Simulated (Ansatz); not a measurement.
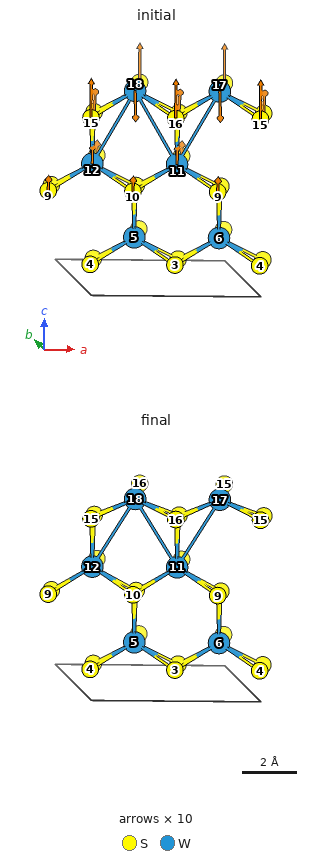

The structure of a slab of composition WS2 (cut from the R3m phase) before (top) and after (bottom) a constrained relaxation, at one scale. The orange arrows give the displacements, 10 times their true length.

Style: ball-and-stick. Shown: the cell of the calculation, outlined in the plane, without the vacuum, slightly off an axis.

Case: clean slab, lower half held. The slab is the (1 0 1) face of WS2. 8 atoms are held fixed.

The calculation used DFT PBE+D3(BJ), scalar-relativistic, plane waves, PAW in Ansatz.

Input file:
```yaml
crystal:
  lattice:
    - [6.3144062686, 0.0, 0.0]
    - [-1.5786015672, 6.1076900912, 0.0]
    - [0.0, 0.0, 23.5431741842]
  atoms:
    - { symbol: S, position: [0.5752892149, 0.3011568596, 0.3610388274] }
    - { symbol: S, position: [0.0752892149, 0.3011568596, 0.3610388274] }
    - { symbol: S, position: [0.4479885923, 0.7919543692, 0.3809743379] }
    - { symbol: S, position: [0.9479885923, 0.7919543692, 0.3809743379] }
    - { symbol: W, position: [0.2671812128, 0.0687248511, 0.4092891044] }
    - { symbol: W, position: [0.7671812128, 0.0687248511, 0.4092891044] }
    - { symbol: S, position: [0.8419897768, 0.3679591071, 0.4758748615] }
    - { symbol: S, position: [0.3419897768, 0.3679591071, 0.4758748615] }
    - { symbol: S, position: [0.7146891542, 0.8587566167, 0.495810372] }
    - { symbol: S, position: [0.2146891542, 0.8587566167, 0.495810372] }
    - { symbol: W, position: [0.5338817747, 0.1355270986, 0.5241251385] }
    - { symbol: W, position: [0.0338817747, 0.1355270986, 0.5241251385] }
    - { symbol: S, position: [0.1086903387, 0.4347613546, 0.5907108956] }
    - { symbol: S, position: [0.6086903387, 0.4347613546, 0.5907108956] }
    - { symbol: S, position: [0.9813897161, 0.9255588642, 0.6106464061] }
    - { symbol: S, position: [0.4813897161, 0.9255588642, 0.6106464061] }
    - { symbol: W, position: [0.8005823365, 0.2023293461, 0.6389611726] }
    - { symbol: W, position: [0.3005823365, 0.2023293461, 0.6389611726] }
basis:
  ecutwfc: 420
kpoints:
  mp_grid: { grid: [5, 5, 1] }
hamiltonian:
  xc: pbe
  dispersion: d3bj
scf:
  occupations: { method: gaussian, width: 0.05 }
output:
  forces: true
  eigenvalues: true
relax:
  adjacent_minimum: "off"
  f_tol: 0.03
  max_steps: 70
  constraints: [{ sites: [0, 1, 2, 3, 4, 5, 6, 7] }]
efield:
  axis: 3
  dipole_correction: true
  ramp_width: 0.04
```

Run as
```bash
ansatz run input.yaml --threads 4 --pin off --max-ram 10240MiB --backend cpu --events-out ev --progress --plain --runs-dir out
```

Describe what moved and what it gained.

The largest moves, 0.15 Å, are those of S13, S14, S15, S16, W17 and W18. S15 goes at 12° to the normal (+c side). By element the largest moves are S 0.15 Å, W 0.15 Å. The cell doesn't change. Among the contacts that change: W11–W17 3.157 → 2.985 Å, W11–S16 2.407 → 2.480 Å, W5–W11 3.157 → 3.224 Å, W11–S14 2.408 → 2.470 Å. Among the angles between lasting bonds that change: S13–W17–S16 135.5° → 147.0°, W11–W17–S15 90.0° → 96.5°, W11–W17–S13 90.0° → 96.3°. Over 3 accepted moves (4 points after the start) the energy falls by 0.413 eV per cell of the calculation. Largest force component: 1.8 eV/Å at the start, 0.028 eV/Å at the end. The line search rejected the trial step at point 3 of the run.
